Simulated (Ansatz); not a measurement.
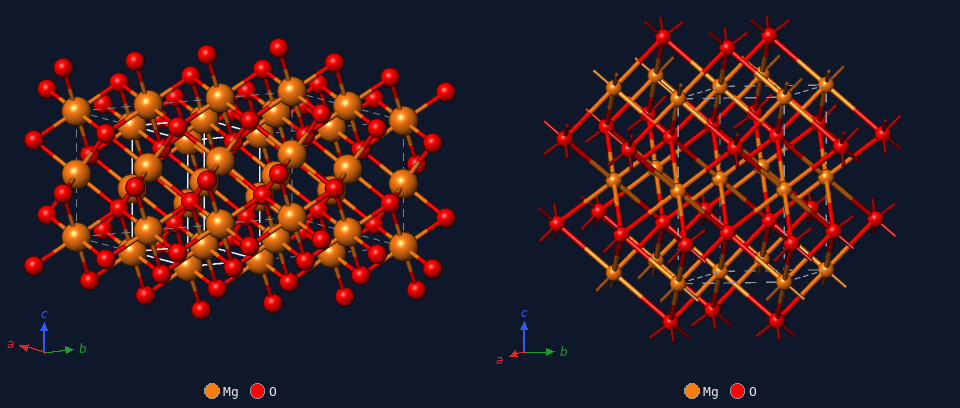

Left: the structure. Right: its underlying net. Nodes are coloured by element. Short stubs are edges that leave the cut-out.

MgO (space group P6_3/mmc, No. 194): the input geometry of an electronic-structure calculation (not necessarily at equilibrium); the starting structure was generated, so it need not be a known form of this composition.

Bonds are taken as Mg–O below 2.4 Å. Simplification: prune 0- and 1-connected atoms, fold 2-connected ones into links.

The result is a binodal (6,6)-connected, three-periodic net: O is a 6-connected node; Mg is a 6-connected node, in the ratio 1:1. It is the nia net, known from NiAs. It is a single net, without interpenetration.

| node | links | point symbol | coordination sequence |
| --- | --- | --- | --- |
| O | 6 | 4^9.6^6 | 6 18 42 74 114 162 222 290 |
| Mg | 6 | 4^12.6^3 | 6 20 42 74 114 164 222 290 |
